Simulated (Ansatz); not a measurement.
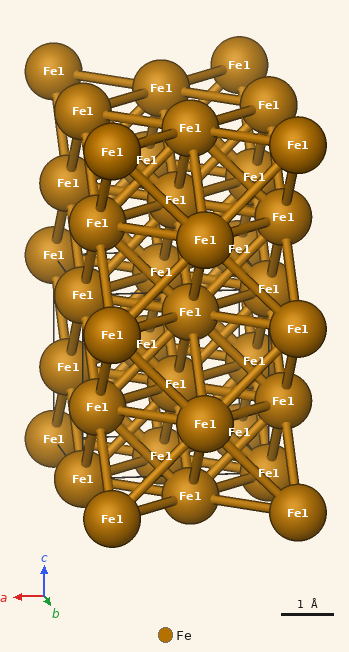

This is crystalline Fe (set up in Fm-3m). Style: ball-and-stick. Shown: the conventional cell (4 times the calculation's cell), repeated 1 × 2 × 2 with one cell outlined, from a free direction. Lengths and directions refer to the drawn axes.

Method: DFT, PBE, all-electron PAW with datasets made for the crystal, scalar-relativistic in Ansatz 0.2.0. (plane-wave cutoff 280 eV; k-point mesh 17 × 17 × 17; occupations fermi dirac; smearing width 0.03 eV; collinear spin)

Change: All lengths are scaled by +2.0 % (volume +6.0 %), the atoms keeping their fractional coordinates. No relaxation follows.

The input:
```yaml
crystal:
  lattice:
    - [0.0, 1.8636234232, 1.8636234232]
    - [1.8636234232, 0.0, 1.8636234232]
    - [1.8636234232, 1.8636234232, 0.0]
  atoms:
    - { symbol: Fe, position: [0.0, 0.0, 0.0], spin: 3.0 }
magnetization:
  spin_polarized: true
kpoints:
  mp_grid: { grid: [17, 17, 17] }
scf:
  occupations: { method: fermi_dirac, width: 0.03 }
hamiltonian:
  xc: pbe
  pseudopotentials: { kind: all_electron, datasets: crystal }
output:
  forces: true
  stress: true
  eigenvalues: true
  efg: { contact_densities: true }
```

What does the calculation give for the changed structure?

Answer. Among the bonded contacts that change: Fe–Fe 2.585 → 2.636 Å. The space group stays Fm-3m (No. 225). Energy change: +27.8 meV per atom. Pressure: −1.9 GPa before, −10.3 GPa after. All forces vanish by symmetry. The absolute magnetisation per cell goes from 2.74 to 2.81 μB (net moment 2.62 and 2.67 μB).

Drawn alike, the variant:

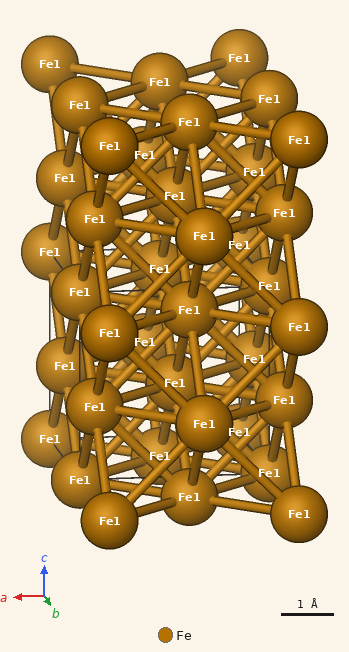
